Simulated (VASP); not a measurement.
# Zone-centre spectra of SiC (Moissanite)

Aim: the Raman spectrum of SiC (Moissanite) from finite differences. The cell is of the wurtzite type, one of the forms listed for this formula. The start is a cell from a database of measured crystal structures.

Main program and level: VASP 6.6.1; LDA; plane waves and PAW (Si, C), in the first sound run; inputs show where later runs differ.

### Step 1. Set-up

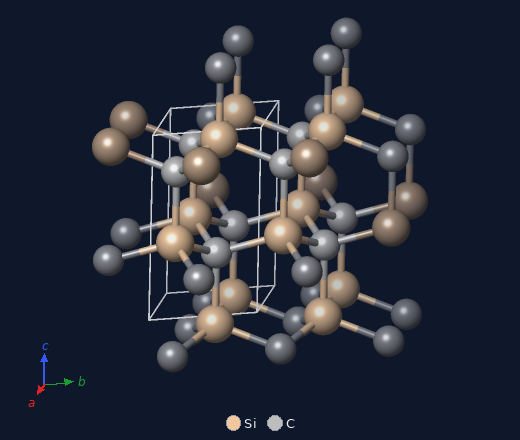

Start, viewed slightly off an axis; silicon light orange, carbon light grey. 2×2×1 cells are drawn. Some periodic images of atoms are drawn too.

### Step 2. Relaxation

Residual forces or stress would enter what follows, so a relaxation comes first. The thresholds are tight because second derivatives come next.

INCAR

```
SYSTEM = SiC
PREC = Accurate
ENCUT = 520
EDIFF = 1E-08
NELM = 100
ISMEAR = 0
SIGMA = 0.01
LREAL = .FALSE.
ALGO = Normal
GGA = CA
NBANDS = 14
LWAVE = .FALSE.
LCHARG = .FALSE.
KPAR = 2
IBRION = 2
NSW = 60
ISIF = 3
EDIFFG = -0.001
```

POSCAR

```
SiC
1.0
    3.0760000000      0.0000000000      0.0000000000
   -1.5380000000      2.6638941420      0.0000000000
    0.0000000000      0.0000000000      5.0480000000
Si C
2 2
Direct
    0.6666666667      0.3333333333      0.5000000000
    0.3333333333      0.6666666667      0.0000000000
    0.6666666667      0.3333333333      0.8850000000
    0.3333333333      0.6666666667      0.3850000000
```

KPOINTS

```
Automatic mesh
0
Gamma
10 10 5
0 0 0
```

The projector-augmented-wave data sets are Si and C (PBE family, release 64).

On the command line:

```sh
> mpirun -np 2 vasp_std
```

What it wrote:

```text
[banner, memory and clock lines left out]
running    2 mpi-ranks, on    1 nodes
 distrk:  each k-point on    1 cores,    2 groups
 distr:  one band on    1 cores,    1 groups

 POSCAR found type information on POSCAR SiC
 POSCAR found :  2 types and       4 ions
|                                                                             |
|               ----> ADVICE to this user running VASP <----                  |
|                                                                             |
|     You enforced a specific xc type in the INCAR file but a different       |
|     [... a line on the potential file left out ...]
|     I HOPE YOU KNOW WHAT YOU ARE DOING!                                     |
|                                                                             |

 LDA part: xc-table for (Slater(with rela. corr.)+CA(PZ))
 , standard interpolation
 POSCAR, INCAR and KPOINTS ok, starting setup
 FFT: planning ... GRIDC
 FFT: planning ... GRID_SOFT
 FFT: planning ... GRID
 WAVECAR not read
 entering main loop
       N       E                     dE             d eps       ncg     rms          rms(c)
DAV:   1     0.260490402942E+02    0.26049E+02   -0.71492E+03  1176   0.102E+03
DAV:   2    -0.340386276041E+02   -0.60088E+02   -0.55169E+02  1612   0.174E+02
DAV:   3    -0.369795305451E+02   -0.29409E+01   -0.29277E+01  1632   0.361E+01
DAV:   4    -0.370079382203E+02   -0.28408E-01   -0.28402E-01  1314   0.430E+00
DAV:   5    -0.370083017858E+02   -0.36357E-03   -0.36354E-03  1640   0.457E-01    0.117E+01
DAV:   6    -0.332829831243E+02    0.37253E+01   -0.87923E+00  1494   0.182E+01    0.495E+00
DAV:   7    -0.331687708768E+02    0.11421E+00   -0.10105E+00  1626   0.627E+00    0.225E+00
DAV:   8    -0.331306573560E+02    0.38114E-01   -0.62993E-02  1380   0.163E+00    0.541E-01
DAV:   9    -0.331265113868E+02    0.41460E-02   -0.76973E-03  1530   0.593E-01    0.113E-01
DAV:  10    -0.331265718397E+02   -0.60453E-04   -0.69683E-04  1428   0.174E-01    0.517E-02
DAV:  11    -0.331265703448E+02    0.14949E-05   -0.22135E-05  1524   0.370E-02    0.195E-02
DAV:  12    -0.331265690983E+02    0.12465E-05   -0.26245E-06  1452   0.102E-02    0.569E-03
DAV:  13    -0.331265689204E+02    0.17793E-06   -0.11792E-06  1566   0.634E-03    0.123E-03
DAV:  14    -0.331265689321E+02   -0.11686E-07   -0.49071E-08  1428   0.161E-03    0.315E-04
DAV:  15    -0.331265689366E+02   -0.44813E-08   -0.12294E-09   870   0.288E-04
   1 F= -.33126569E+02 E0= -.33126569E+02  d E =-.331266E+02
 curvature:   0.00 expect dE= 0.000E+00 dE for cont linesearch  0.000E+00
 trial: gam= 0.00000 g(F)=  0.107E+00 g(S)=  0.236E-01 ort = 0.000E+00 (trialstep = 0.100E+01)
 search vector abs. value=  0.131E+00
 bond charge predicted
       N       E                     dE             d eps       ncg     rms          rms(c)
DAV:   1    -0.331626640439E+02   -0.36095E-01   -0.87066E+00  1248   0.226E+01    0.133E+00
DAV:   2    -0.331450498391E+02    0.17614E-01   -0.16316E-01  1584   0.314E+00    0.587E-01
DAV:   3    -0.331326866345E+02    0.12363E-01   -0.19069E-02  1452   0.118E+00    0.145E-01
DAV:   4    -0.331326901298E+02   -0.34953E-05   -0.49066E-03  1560   0.460E-01    0.106E-01
DAV:   5    -0.331326736123E+02    0.16517E-04   -0.11705E-04  1368   0.851E-02    0.667E-02
DAV:   6    -0.331326628933E+02    0.10719E-04   -0.19927E-05  1542   0.316E-02    0.128E-02
DAV:   7    -0.331326614958E+02    0.13975E-05   -0.38705E-06  1380   0.165E-02    0.481E-03
DAV:   8    -0.331326615263E+02   -0.30519E-07   -0.43780E-07  1584   0.446E-03    0.121E-03
DAV:   9    -0.331326615201E+02    0.62232E-08   -0.11769E-08  1016   0.896E-04
   2 F= -.33132662E+02 E0= -.33132662E+02  d E =-.609258E-02
[...]
3 F= -.33163462E+02 E0= -.33163462E+02  d E =-.368929E-01
[...]
4 F= -.33163462E+02 E0= -.33163462E+02  d E =-.368935E-01
[...]
5 F= -.33166143E+02 E0= -.33166143E+02  d E =-.268104E-02
[...]
6 F= -.33166249E+02 E0= -.33166249E+02  d E =-.278673E-02
[...]
7 F= -.33166258E+02 E0= -.33166258E+02  d E =-.883307E-05
 trial-energy change:   -0.000009  1 .order   -0.000009   -0.000121    0.000104
 step:   0.4756(harm=  0.4742)  dis= 0.00011  next Energy=   -33.166282 (dE=-0.327E-04)
 bond charge predicted
       N       E                     dE             d eps       ncg     rms          rms(c)
DAV:   1    -0.331662916678E+02   -0.33704E-04   -0.41801E-04  1326   0.163E-01    0.217E-02
DAV:   2    -0.331662839611E+02    0.77067E-05   -0.15733E-05  1410   0.286E-02    0.110E-02
DAV:   3    -0.331662820106E+02    0.19504E-05   -0.39375E-06  1476   0.130E-02    0.225E-03
DAV:   4    -0.331662818426E+02    0.16807E-06   -0.33700E-07  1542   0.384E-03    0.841E-04
DAV:   5    -0.331662818281E+02    0.14474E-07   -0.34603E-08  1314   0.122E-03    0.750E-04
DAV:   6    -0.331662818293E+02   -0.12371E-08   -0.22287E-09   678   0.381E-04
   8 F= -.33166282E+02 E0= -.33166282E+02  d E =-.327029E-04
 curvature:  -0.24 expect dE=-0.938E-08 dE for cont linesearch -0.251E-09
 trial: gam= 0.00309 g(F)=  0.229E-07 g(S)=  0.167E-07 ort =-0.381E-06 (trialstep = 0.800E+00)
 search vector abs. value=  0.386E-07
 reached required accuracy - stopping structural energy minimisation
```

Run time: 25 s. Hardware: 2 MPI ranks of Intel Xeon 6975P-C (Granite Rapids), shared host; peak memory 0.27 GiB.

The logs omit lines about the potential files and the build; timing stands in the text.

OUTCAR, selected parts (step 2):

```text
ion  position               nearest neighbor table
   1  0.667  0.333  0.500-   4 1.87   4 1.87   4 1.87   3 1.94   2 3.09   2 3.09   2 3.09   2 3.09
                             2 3.09   2 3.09
   2  0.333  0.667  0.000-   3 1.87   3 1.87   3 1.87   4 1.94   1 3.09   1 3.09   1 3.09   1 3.09
                             1 3.09   1 3.09
   3  0.667  0.333  0.885-   2 1.87   2 1.87   2 1.87   1 1.94
   4  0.333  0.667  0.385-   1 1.87   1 1.87   1 1.87   2 1.94

  LATTYP: Found a hexagonal cell.
 ALAT       =     3.0760000000
 C/A-ratio  =     1.6410923277

 Subroutine GETGRP returns: Found 12 space group operations
 (whereof  6 operations were pure point group operations)

The static configuration has the point symmetry C_3v.
 The point group associated with its full space group is C_6v.

 Found     42 irreducible k-points:

   k-points           NKPTS =     42   k-points in BZ     NKDIM =     42   number of bands    NBANDS=     14

   dimension x,y,z NGX =    24 NGY =   24 NGZ =   40
   dimension x,y,z NGXF=    48 NGYF=   48 NGZF=   80

   ENCUT  =  520.0 eV  38.22 Ry    6.18 a.u.   5.72  5.72  9.39*2*pi/ulx,y,z

   NELECT =      16.0000    total number of electrons

 k-points in reciprocal lattice and weights: Automatic mesh
   0.00000000  0.00000000  0.00000000       0.002
   0.10000000 -0.00000000  0.00000000       0.012
   0.20000000 -0.00000000  0.00000000       0.012
   0.30000000  0.00000000  0.00000000       0.012
   0.40000000 -0.00000000  0.00000000       0.012
   0.50000000  0.00000000  0.00000000       0.006
   0.10000000  0.10000000  0.00000000       0.012
   0.20000000  0.10000000  0.00000000       0.024
   0.30000000  0.10000000  0.00000000       0.024
[...]
0.40000000  0.20000000  0.40000000       0.024
   0.30000000  0.30000000  0.40000000       0.024

 average (electrostatic) potential at core
       1 -79.7732       2 -79.7732       3 -44.6174       4 -44.6174

 E-fermi :   8.2427

 k-point     1 :       0.0000    0.0000    0.0000
  band No.  band energies     occupation
    ...
      4       6.8680      2.00000
      5       6.8680      2.00000
      6       8.0813      2.00000
      7       8.1985      2.00000
      8       8.1985      2.00000
      9      13.0695      0.00000
     10      14.5331      0.00000
     11      14.8212      0.00000
     12      14.8212      0.00000
     13      15.9471      0.00000
    ...

 k-point     2 :       0.1000   -0.0000    0.0000
  band No.  band energies     occupation
    ...
      4       5.9190      2.00000
      5       6.5680      2.00000
      6       7.5642      2.00000
      7       7.9627      2.00000
      8       8.1000      2.00000
      9      13.4924      0.00000
     10      14.4385      0.00000
     11      15.0013      0.00000
     12      15.1747      0.00000
     13      16.1099      0.00000
    ...

 k-point     3 :       0.2000   -0.0000    0.0000
  band No.  band energies     occupation
    ...
      4       4.0104      2.00000
      5       5.9508      2.00000
      6       6.1060      2.00000
      7       7.5294      2.00000
      8       7.7856      2.00000
      9      12.6908      0.00000
     10      14.7060      0.00000
     11      15.3491      0.00000
     12      15.7656      0.00000
     13      15.8742      0.00000
    ...

  Total        0.0005549      0.0005549     -0.0008752      0.0000000      0.0000000      0.0000000
  in kB        0.0217445      0.0217445     -0.0342965      0.0000000      0.0000000      0.0000000
  external PRESSURE =       0.0030641 kB  Pullay stress =       0.0000000 kB

  energy-cutoff  :      520.00
  volume of cell :       40.89
      direct lattice vectors                 reciprocal lattice vectors
     3.063915863 -0.000000000 -0.000000000     0.326379719  0.188435419  0.000000000
    -1.531957932  2.653428973 -0.000000000     0.000000000  0.376870838 -0.000000000
    -0.000000000  0.000000000  5.029002908     0.000000000  0.000000000  0.198846574

 POSITION                                       TOTAL-FORCE (eV/Angst)
 -----------------------------------------------------------------------------------
      1.53196      0.88448      2.53771        -0.000000     -0.000000      0.000344
     -0.00000      1.76895      0.02321        -0.000000      0.000000      0.000344
      1.53196      0.88448      4.42746         0.000000      0.000000     -0.000344
     -0.00000      1.76895      1.91296         0.000000     -0.000000     -0.000344
 -----------------------------------------------------------------------------------
    total drift:                               -0.000000      0.000000     -0.000095

  FREE ENERGIE OF THE ION-ELECTRON SYSTEM (eV)
  ---------------------------------------------------
  free  energy   TOTEN  =       -33.1662818293 eV

  energy  without entropy=      -33.1662818293  energy(sigma->0) =      -33.16628183

 reached required accuracy - stopping structural energy minimisation

[... 3 further parts left out ...]
```

The PAW data sets were made with PBE, though LDA sets exist; this is a small mismatch. The run keeps the 12 symmetry operations of its start, so it cannot find a distortion of lower symmetry.

Step by step:

| step | energy less that of the first step (eV) | largest force (eV/Å) | pressure (GPa) | volume (Å³) |
| --- | --- | --- | --- | --- |
| 1 | 0.0000 | 0.7448 | -2.32 | 41.36 |
| 2 | -0.0061 | 0.6807 | 2.59 | 40.47 |
| 3 | -0.0369 | 0.0683 | 0.01 | 40.88 |
| 4 | -0.0369 | 0.0524 | 0.07 | 40.87 |
| 5 | -0.0396 | 0.0160 | 0.27 | 40.84 |
| 6 | -0.0397 | 0.0047 | 0.23 | 40.84 |
| 7 | -0.0397 | 0.0046 | -0.20 | 40.92 |
| 8 | -0.0397 | 0.0003 | 0.00 | 40.89 |

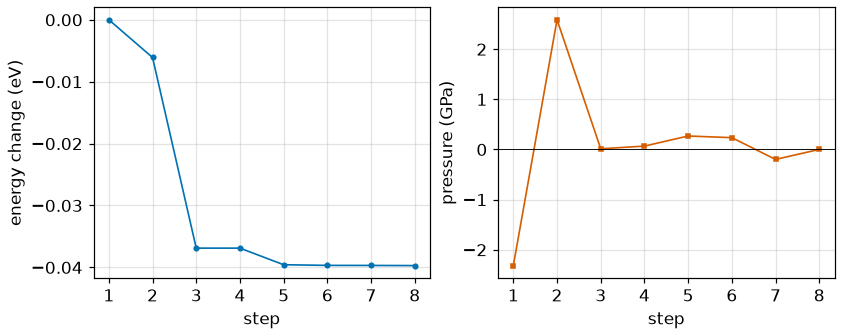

Energy and pressure along the relaxation.

```csv
"conventional cell, symmetrised",before,after,change
a (Å),3.076,3.064,-0.4 %
b (Å),3.076,3.064,-0.4 %
c (Å),5.048,5.029,-0.4 %
volume (Å³/atom),10.34,10.22,-1.2 %
```

The atoms that moved most (Å, as changes of fractional coordinates times the final cell):

```csv
atom,dx,dy,dz,length
C3,0.000,0.000,-0.023,0.023
Si1,0.000,0.000,0.023,0.023
Si2,0.000,0.000,0.023,0.023
C4,0.000,0.000,-0.023,0.023
```

The relaxed structure:

```cif
data_structure
_symmetry_space_group_name_H-M 'P 1'
_symmetry_Int_Tables_number 1
_cell_length_a 3.0639
_cell_length_b 3.0639
_cell_length_c 5.0290
_cell_angle_alpha 90.000
_cell_angle_beta 90.000
_cell_angle_gamma 120.000
_cell_volume 40.89
loop_
_atom_site_label
_atom_site_type_symbol
_atom_site_fract_x
_atom_site_fract_y
_atom_site_fract_z
_atom_site_occupancy
Si1 Si 0.66667 0.33333 0.50461 1
Si2 Si 0.33333 0.66667 0.00461 1
C3 C 0.66667 0.33333 0.88039 1
C4 C 0.33333 0.66667 0.38039 1
```

Numbers from this step:

- free energy (TOTEN): -33.17 eV
- Fermi energy: 8.243 eV
- pressure: 3.06e-4 GPa

At LDA, with these data sets, the largest force is down to 3.4e-4 eV/Å, and the volume now lies -1.2 % from that of the session's start.

### Step 3. Relaxation

The volume changed, so the plane-wave basis no longer fits the cell; a second relaxation starts from a basis rebuilt for the new cell, with the mesh that the input shows.

INCAR is that of step 2.

POSCAR

```
SiC
1.0
    3.0639158633      0.0000000000      0.0000000000
   -1.5319579317      2.6534289726      0.0000000000
    0.0000000000      0.0000000000      5.0290029076
Si C
2 2
Direct
    0.6666666667      0.3333333333      0.5046146513
    0.3333333333      0.6666666667      0.0046146513
    0.6666666667      0.3333333333      0.8803853487
    0.3333333333      0.6666666667      0.3803853487
```

KPOINTS is that of step 2.

On the command line:

```sh
> mpirun -np 2 vasp_std
```

What it wrote:

```text
[banner, memory and clock lines left out]
running    2 mpi-ranks, on    1 nodes
[...]
[... a notice as in an earlier step ...]

 LDA part: xc-table for (Slater(with rela. corr.)+CA(PZ))
 , standard interpolation
 POSCAR, INCAR and KPOINTS ok, starting setup
[...]
entering main loop
       N       E                     dE             d eps       ncg     rms          rms(c)
DAV:   1     0.287051910790E+02    0.28705E+02   -0.73198E+03  1176   0.103E+03
DAV:   2    -0.340427248654E+02   -0.62748E+02   -0.57024E+02  1664   0.172E+02
DAV:   3    -0.370723895212E+02   -0.30297E+01   -0.30123E+01  1608   0.363E+01
DAV:   4    -0.371002276344E+02   -0.27838E-01   -0.27830E-01  1362   0.422E+00
[...]
DAV:  13    -0.331661615961E+02    0.18004E-06   -0.11525E-06  1560   0.621E-03    0.128E-03
DAV:  14    -0.331661616072E+02   -0.11051E-07   -0.45677E-08  1422   0.154E-03    0.416E-04
DAV:  15    -0.331661616109E+02   -0.37944E-08   -0.77920E-10   870   0.245E-04
   1 F= -.33166162E+02 E0= -.33166162E+02  d E =-.331662E+02
[...]
reached required accuracy - stopping structural energy minimisation
```

Elapsed: 6.2 s, on 2 MPI ranks; peak memory 0.25 GiB.

From OUTCAR (step 3):

```text
  Total        0.0007964      0.0007964     -0.0004883     -0.0000000      0.0000000      0.0000000
  in kB        0.0312099      0.0312099     -0.0191340     -0.0000000      0.0000000      0.0000000
  external PRESSURE =       0.0144286 kB  Pullay stress =       0.0000000 kB

 POSITION                                       TOTAL-FORCE (eV/Angst)
 -----------------------------------------------------------------------------------
      1.53196      0.88448      2.53771        -0.000000     -0.000000      0.000332
     -0.00000      1.76895      0.02321         0.000000      0.000000      0.000332
      1.53196      0.88448      4.42746         0.000000     -0.000000     -0.000332
     -0.00000      1.76895      1.91296        -0.000000      0.000000     -0.000332
 -----------------------------------------------------------------------------------
    total drift:                               -0.000000      0.000000     -0.000051

  FREE ENERGIE OF THE ION-ELECTRON SYSTEM (eV)
  ---------------------------------------------------
  free  energy   TOTEN  =       -33.1661616109 eV

  energy  without entropy=      -33.1661616109  energy(sigma->0) =      -33.16616161

[... 2 parts as in an earlier step ...]

[... 2 further parts left out ...]
[key lines of the parts left out:]
E-fermi :   8.2429
```

Little changed from the start: no atom moved by 0.005 Å and no cell edge by 0.1 %.

This step gave:

```
pressure : 0.001443 GPa
```

At LDA, with these data sets, the largest force is down to 3.3e-4 eV/Å, and the volume now lies -1.2 % from that of the session's start.

(Continued in part 2 of 7.)

[Lines on the potential files, build, host, timing and source positions are cut from VASP's logs without a mark.]

[Logs are printed without paths, hosts, clocks, repeated set-up lines and the standing remarks that a program may print on its own settings, such as how far it seeks lower states.]

[Hosts, paths, dates, database ids (printed as entryN), source tags and the programs' standing remarks are cut or masked in the printed files.]
